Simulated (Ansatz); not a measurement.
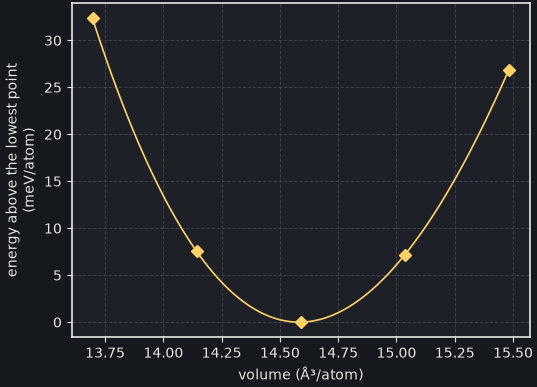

The picture above shows the energy above the lowest point against volume for YN, space group Fm-3m (No. 225) (one of a set of cubic test structures, which need not be the stable phase).

Calculation (Ansatz 0.2.0 development build): equation of state of a cubic crystal from periodic Kohn-Sham density functional theory without spin, third-order Birch-Murnaghan fit to the free energies; pressure corrected for the finite basis. Level: HSE06.

structure type rock salt; atoms in cell 2; space group number 225; lattice centring face-centred primitive; k mesh 4×4×4; occupation method Fermi–Dirac; occupation width 0.05 eV; wave cutoff 700 eV; datasets hard PAW; density tolerance 0 eV; bands 12; density cutoff ratio 4; search for lower states default; exchange singularity regularized.

Give the fitted equation-of-state parameters.

Answer. A third-order Birch–Murnaghan fit gives V0 = 14.58 Å³/atom, B0 = 172 GPa and B′ = 4.2.

Note: coarse k-mesh, values are not converged in k; pseudopotentials made with PBE, not this functional.
